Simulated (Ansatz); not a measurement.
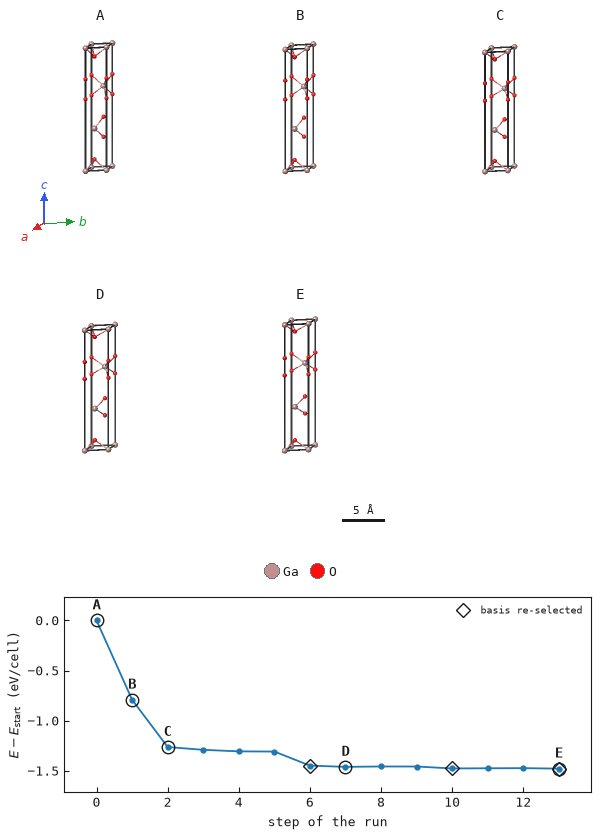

Frames of a relaxation of a crystal of GaO₂ (built on the 3R molybdenite_160 type) (coarse preliminary run), marked on the history of the run. A ball-and-stick model of the conventional cell (3 times the calculation's cell), seen slightly off an axis. Lengths and directions refer to the drawn axes.

Case: 3R molybdenite type (R3m, No. 160).

Level of theory: Ansatz 0.2.0, DFT PBE, scalar-relativistic, plane waves, PAW.

Input file:
```yaml
crystal:
  lattice:
    - [1.3150865479, 0.7592655724, 5.0918160572]
    - [-1.3150865479, 0.7592655724, 5.0918160572]
    - [0.0, -1.5185311448, 5.0918160572]
  atoms:
    - { symbol: Ga, position: [0.0, 0.0, 0.0] }
    - { symbol: O, position: [0.7484, 0.7484, 0.7484], spin: 0.52 }
    - { symbol: O, position: [0.5849, 0.5849, 0.5849], spin: 0.52 }
basis:
  ecutwfc: 420
kpoints:
  mp_grid: { grid: [6, 6, 6] }
hamiltonian:
  xc: pbe
scf:
  occupations: { method: gaussian, width: 0.1 }
  lower_state_search: "off"
output:
  forces: true
  stress: true
  eigenvalues: true
  populations: true
magnetization:
  spin_polarized: true
relax:
  adjacent_minimum: "off"
  f_tol: 0.04
  max_steps: 70
  cell: { stress_tol: 0.4 }
```

Command:
```bash
ansatz run input.yaml --threads 1 --pin off --max-ram 2560MiB --backend cpu --events-out ev --progress --plain --runs-dir out
```

**What happens along the run?**

After 10 accepted moves (13 points after the start) the energy has fallen by 1.478 eV per cell of the calculation. Largest force component: 0.81 eV/Å at the start, 0.0023 eV/Å at the end. The pressure goes from 26.96 to 0.04 GPa. At 3 points the geometry stayed and the basis and grid were re-selected for the new cell (energy shift of 0.140 eV per cell of the calculation at most each time). The largest moves relative to the cell, 0.21 Å, are those of O2 and O3. O3 goes along +c. Ga stays in place. Cell: a = b 2.630 → 2.991 Å (+13.7 %), c 15.275 → 15.627 Å (+2.3 %). Volume +32.3 %. Near-neighbour distances that change, for instance: Ga1–O2 1.966 → 2.029 Å. Bond angles that change, for instance: O2–Ga1–O3 78.9° → 63.3°, O2–Ga1–O2 84.0° → 95.0°, Ga1–O2–Ga1 84.0° → 95.0°. The space group stays R3m (No. 160). From step 0 to 1: O atoms move most (0.06 Å), volume +9.0 %, energy −0.790 eV per cell of the calculation. From step 1 to 2: O atoms move most (0.06 Å), volume +7.1 %, energy −0.472 eV per cell of the calculation. From step 2 to 7: O atoms move most (0.04 Å), volume +6.9 %, energy −0.198 eV per cell of the calculation. From step 7 to 13: O atoms move most (0.05 Å), volume +6.0 %, energy −17.5 meV per cell of the calculation.

| step | E − E(0), meV/atom | largest force component, eV/Å | pressure, GPa | volume, Å³/atom | note |
| --- | --- | --- | --- | --- | --- |
| 0 | 0.00 | 0.8063 | 26.96 | 10.168 |  |
| 1 | -263.49 | 0.9653 | 13.54 | 11.083 |  |
| 2 | -420.86 | 0.2610 | 5.56 | 11.867 |  |
| 3 | -430.09 | 0.5667 | 0.59 | 12.361 |  |
| 4 | -435.24 | 0.0210 | -0.35 | 12.272 |  |
| 5 | -435.87 | 0.0031 | -0.08 | 12.171 |  |
| 6 | -482.57 | 0.0326 | 4.57 | 12.171 | same geometry, new basis |
| 7 | -486.78 | 0.0742 | 2.23 | 12.689 |  |
| 8 | -485.49 | 0.0348 | -0.36 | 13.136 |  |
| 9 | -485.62 | 0.0033 | -0.01 | 13.127 |  |
| 10 | -492.06 | 0.0056 | 0.17 | 13.127 | same geometry, new basis |
| 11 | -491.44 | 0.0309 | 0.08 | 13.350 |  |
| 12 | -491.05 | 0.0026 | 0.00 | 13.455 |  |
| 13 | -492.61 | 0.0023 | 0.04 | 13.455 | same geometry, new basis |
